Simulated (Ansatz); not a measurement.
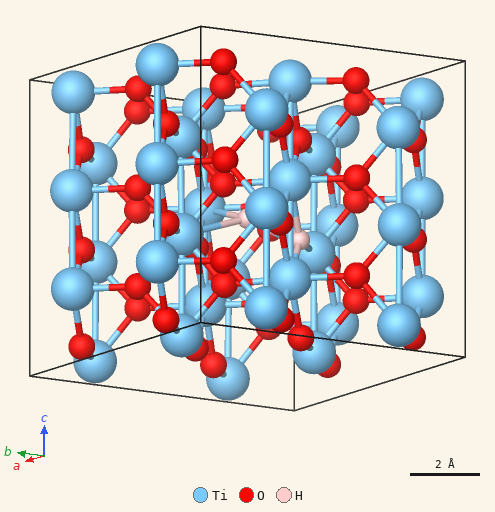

Starting structure of a defect cell of composition Ti24O47H2. The picture is a ball-and-stick view of the cell of the calculation (origin shifted), seen from a free direction.

Computed with DFT, PBEsol, PAW, plane waves in Ansatz.

Settings: plane-wave cutoff 420 eV; k-point mesh 1 × 1 × 1; mesh shifted by (0.25, 0.25, 0.25); collinear spin; atoms relaxed in a fixed cell; force threshold 0.03 eV/Å; at most 80 steps.

```xyz
73
Lattice="9.1828 0.0000 0.0000 0.0000 9.1828 0.0000 0.0000 0.0000 8.8166" Properties=species:S:1:pos:R:3 pbc="T T T"
Ti    9.1634    9.1509    8.8022
Ti    9.1799    9.1598    2.9502
Ti    0.0267    9.1685    5.8782
Ti    0.0219    4.5945    8.8154
Ti    0.0092    4.5555    2.9873
Ti    0.0033    4.5868    5.8564
Ti    4.5948    0.0009    0.0089
Ti    4.5877    0.0022    2.9608
Ti    4.6025    9.1826    5.8808
Ti    4.5734    4.5881    0.0263
Ti    4.5799    4.5859    2.9794
Ti    4.5586    4.6083    5.8882
Ti    2.3064    2.2795    1.4514
Ti    2.2620    2.2889    4.4243
Ti    2.3337    2.2835    7.3380
Ti    2.3283    6.8755    1.4546
Ti    2.2988    6.8795    4.4056
Ti    2.3056    6.8738    7.3399
Ti    6.8745    2.2714    1.4350
Ti    6.8823    2.2899    4.3956
Ti    6.8797    2.2657    7.3218
Ti    6.8555    6.8790    1.4183
Ti    6.8566    6.8718    4.4238
Ti    6.9177    6.8917    7.3288
O     1.3827    1.4103    8.8133
O     1.4036    1.4436    2.9374
O     1.3951    1.4004    5.8699
O     1.3932    6.0155    0.0234
O     1.3777    6.0092    2.9760
O     1.4118    5.9997    5.8923
O     5.9886    1.3612    0.0006
O     5.9960    1.3839    2.9255
O     5.9764    1.3895    5.9071
O     5.9948    6.0030    8.7973
O     6.0030    5.9526    2.8908
O     6.0227    5.9759    5.8847
O     3.1860    3.2037    8.7836
O     3.1688    3.1885    2.9729
O     3.1719    3.1846    5.8872
O     3.2027    7.7927    0.0115
O     3.2136    7.7842    2.9173
O     3.1735    7.7598    5.9101
O     7.7698    3.1930    8.7962
O     7.7533    3.2104    2.9399
O     7.7734    3.2154    5.8407
O     7.8264    7.7585    0.0165
O     7.8137    7.7877    2.9416
O     7.7762    7.8106    5.8712
O     0.8956    3.6929    1.4629
O     0.9196    3.7416    4.4163
O     0.8937    3.6852    7.3451
O     0.9099    8.2555    1.4967
O     0.8779    8.2804    4.3634
O     0.9074    8.2765    7.3545
O     5.4553    3.6501    1.4674
O     5.4898    3.7009    7.3551
O     5.5082    8.2974    1.4877
O     5.5154    8.2826    4.3732
O     5.5076    8.2858    7.3351
O     3.7010    0.9092    1.4881
O     3.6995    0.8735    4.4056
O     3.6595    0.9011    7.3609
O     3.7009    5.4680    1.5122
O     3.6708    5.5234    4.3905
O     3.7238    5.4921    7.3184
O     8.2997    0.8808    1.4793
O     8.2744    0.9051    4.4170
O     8.2578    0.9018    7.3496
O     8.2977    5.4742    1.4518
O     8.2767    5.4832    4.4344
O     8.2666    5.5195    7.3491
H     5.4813    3.6713    4.3820
H     6.8812    4.5807    5.1618
```

Question: Predict the outcome.

Answer: After 12 geometry steps the energy has fallen by 2.845 eV per cell of the calculation. Largest force component: 2.2 eV/Å at the start, 0.03 eV/Å at the end. The atom that moves furthest is H73 (1.43 Å along [−3 −2 −2]). By element the largest moves are H 1.43 Å, Ti 0.31 Å, O 0.16 Å. The cell doesn't change. Some distances before and after: Ti6–H73 2.407 → 3.729 Å, H72–H73 1.843 → 0.793 Å, Ti11–H73 3.172 → 2.326 Å, Ti23–H73 2.407 → 3.162 Å. Bond angles that change, for instance: Ti11–O64–Ti12 96.8° → 119.1°, Ti11–O64–Ti17 133.2° → 120.5°, Ti12–O56–Ti21 130.6° → 142.4°. The program noted that the starting moments weren't kept. The run took 28 s on 1 × NVIDIA GB200 with 8 threads of Arm Neoverse-V2, peak memory 2.4 GiB.

The end point in the same view:

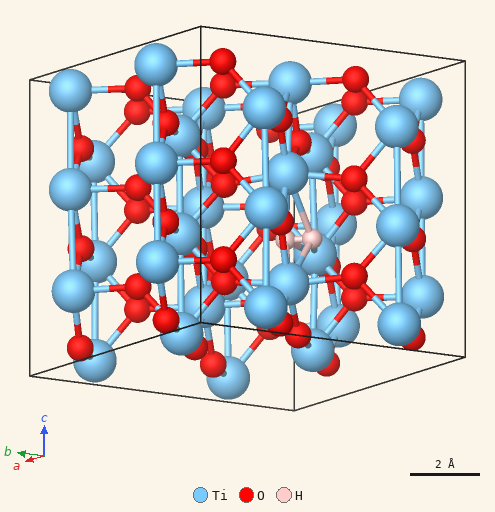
